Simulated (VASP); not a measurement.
## ZrS: one change and its effect

System: ZrS (2 atoms in the cell).
Method of run 1: Kohn-Sham DFT of a periodic cell, SCAN, VASP PAW PBE potentials, recommended, no spin polarisation (VASP 6.6.1).

The structure derives from an entry of the Crystallography Open Database. 

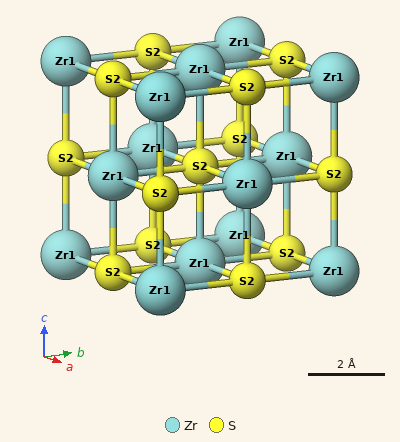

**Figure 1.** The starting structure (ball-and-stick view of the cell 4 times as large as that of the calculation, set on its symmetry axes, seen at an oblique angle; atoms are numbered from 1 in the order of the input). Near neighbours in the crystal (not all of them lie inside the picture): Zr has 6 S at 2.62 Å; S has 6 Zr at 2.62 Å.

### INCAR, run 1
```
PREC = Accurate
ENCUT = 600
EDIFF = 1E-7
ISMEAR = -1
SIGMA = 0.05
LREAL = F
LASPH = T
NELM = 60
ALGO = Normal
ISIF = 3
LWAVE = F
LCHARG = F
METAGGA = SCAN
LMIXTAU = T
IBRION = 2
NSW = 40
EDIFFG = -0.01
```

### KPOINTS, run 1
```
regular mesh
0
Gamma
  9 9 9
```

### POSCAR, run 1
```
ZrS
1.0
    0.0000000000      2.6250000000      2.6250000000
    2.6250000000      0.0000000000      2.6250000000
    2.6250000000      2.6250000000      0.0000000000
Zr S
1 1
Direct
    0.0000000000      0.0000000000      0.0000000000
    0.5000000000      0.5000000000      0.5000000000
```

Launched with:
```bash
cat potpaw_PBE.64/Zr_sv/POTCAR potpaw_PBE.64/S/POTCAR > POTCAR
mpirun -np 1 vasp_std > vasp.out
```

Hardware: 1 thread of Intel Xeon (Granite Rapids), 192 GiB of memory available, shared host.

### OSZICAR and lines of OUTCAR (run 1)
```
N       E                     dE             d eps       ncg     rms          rms(c)
DAV:   1     0.116328621572E+03    0.11633E+03   -0.10841E+04   910   0.155E+03
DAV:   2    -0.429752291684E+02   -0.15930E+03   -0.15386E+03  1075   0.359E+02
DAV:   3    -0.513426324258E+02   -0.83674E+01   -0.81933E+01  1476   0.725E+01
DAV:   4    -0.516643041459E+02   -0.32167E+00   -0.31957E+00  1200   0.133E+01
DAV:   5    -0.516752027284E+02   -0.10899E-01   -0.10896E-01  1347   0.187E+00    0.173E+01
DAV:   6    -0.416512911942E+02    0.10024E+02   -0.36100E+00  1215   0.200E+01    0.674E+00
DAV:   7    -0.438437368263E+02   -0.21924E+01   -0.29201E+00  1466   0.135E+01    0.320E+00
[...]
DAV:   6    -0.434108672133E+02   -0.57955E-03   -0.47232E-03  1005   0.807E-01    0.118E-01
DAV:   7    -0.434101273915E+02    0.73982E-03   -0.28828E-03  1220   0.590E-01    0.156E-02
DAV:   8    -0.434101624718E+02   -0.35080E-04   -0.17984E-04  1120   0.178E-01    0.103E-02
DAV:   9    -0.434101605015E+02    0.19704E-05   -0.12340E-05  1240   0.432E-02    0.502E-03
DAV:  10    -0.434101784741E+02   -0.17973E-04   -0.16548E-05   940   0.579E-02    0.315E-03
DAV:  11    -0.434101651456E+02    0.13328E-04   -0.14352E-05   930   0.555E-02    0.252E-03
DAV:  12    -0.434101646313E+02    0.51433E-06   -0.67294E-07  1195   0.828E-03    0.140E-03
DAV:  13    -0.434101644797E+02    0.15162E-06   -0.10377E-07   535   0.322E-03    0.381E-04
DAV:  14    -0.434101645116E+02   -0.31888E-07   -0.48475E-08   505   0.299E-03
   3 F= -.43410165E+02 E0= -.43404653E+02  d E =-.547349E-02
[... from OUTCAR:]
  free energy    TOTEN  =       -43.41016451 eV
  energy without entropy =      -43.39914156  energy(sigma->0) =      -43.40465304
 E-fermi :  11.0693     XC(G=0): -12.1348     alpha+bet :-16.2171
  free  energy   TOTEN  =       -43.4101645116 eV
  energy  without entropy=      -43.3991415602  energy(sigma->0) =      -43.40465304
```

Run 2 used a changed input.

### The two runs side by side

| quantity | run 1 | run 2 |
| --- | --- | --- |
| outcome | converged | converged |
| free energy per atom (eV) | −21.7051 | −16.9424 |
| energy per atom, smearing taken to zero (eV) | −21.7023 | −16.9396 |
| gap on the mesh (eV) | 0.00 | 0.00 |
| pressure (GPa) | −0.02 | 0.00 |
| volume per atom (Å³) | 17.75 | 17.83 |
| largest force (eV/Å) | 0.000 | 0.000 |
| SCF iterations | 50 | 47 |
| irreducible k-points | 35 | 35 |

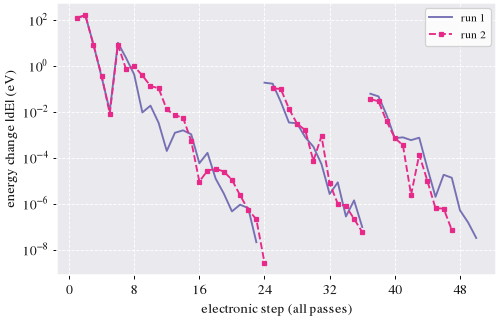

**Figure 2.** Convergence of the two runs: energy change |dE| against the electronic step. A break in a curve parts two SCF passes. Run 1 takes 50 steps in all, and run 2 takes 47.

Which change of the input explains these differences?

The change (lines with − go, lines with + come):
```diff
-METAGGA = SCAN
+METAGGA = R2SCAN
```

The total energies belong to different methods, so their difference says nothing on which is more stable or more accurate. The volume per atom goes from 17.75 to 17.83 Å³. The functional changes from SCAN to R2SCAN. The SCF takes 47 iterations over all geometry steps against 50.

### OSZICAR and lines of OUTCAR (run 2)
```
N       E                     dE             d eps       ncg     rms          rms(c)
DAV:   1     0.126170423365E+03    0.12617E+03   -0.10863E+04   910   0.155E+03
DAV:   2    -0.333160525084E+02   -0.15949E+03   -0.15402E+03  1080   0.359E+02
DAV:   3    -0.413771906060E+02   -0.80611E+01   -0.78911E+01  1452   0.721E+01
DAV:   4    -0.417480098360E+02   -0.37082E+00   -0.36940E+00  1227   0.136E+01
DAV:   5    -0.417562892637E+02   -0.82794E-02   -0.82773E-02  1331   0.179E+00    0.168E+01
DAV:   6    -0.334890518554E+02    0.82672E+01   -0.53179E+00  1210   0.209E+01    0.664E+00
DAV:   7    -0.341994060216E+02   -0.71035E+00   -0.75689E-01  1050   0.934E+00    0.236E+00
[...]
DAV:   3    -0.338836524097E+02    0.38282E-02   -0.30830E-02  1382   0.157E+00    0.259E-01
DAV:   4    -0.338843752146E+02   -0.72280E-03   -0.15654E-03  1045   0.416E-01    0.162E-01
DAV:   5    -0.338847201406E+02   -0.34493E-03   -0.10496E-03  1397   0.263E-01    0.103E-01
DAV:   6    -0.338847177362E+02    0.24044E-05   -0.65083E-04   935   0.299E-01    0.425E-02
DAV:   7    -0.338848523740E+02   -0.13464E-03   -0.47253E-04  1368   0.222E-01    0.122E-02
DAV:   8    -0.338848622366E+02   -0.98626E-05   -0.20434E-05  1113   0.524E-02    0.749E-03
DAV:   9    -0.338848628624E+02   -0.62579E-06   -0.21270E-06  1377   0.110E-02    0.531E-03
DAV:  10    -0.338848634705E+02   -0.60810E-06   -0.21393E-06  1075   0.116E-02    0.221E-03
DAV:  11    -0.338848634002E+02    0.70311E-07   -0.48864E-07   965   0.909E-03
   3 F= -.33884863E+02 E0= -.33879191E+02  d E =-.330238E-02
[... from OUTCAR:]
  free energy    TOTEN  =       -33.88486340 eV
  energy without entropy =      -33.87351924  energy(sigma->0) =      -33.87919132
 E-fermi :  11.0595     XC(G=0): -12.0444     alpha+bet :-16.1493
  free  energy   TOTEN  =       -33.8848634002 eV
  energy  without entropy=      -33.8735192357  energy(sigma->0) =      -33.87919132
```
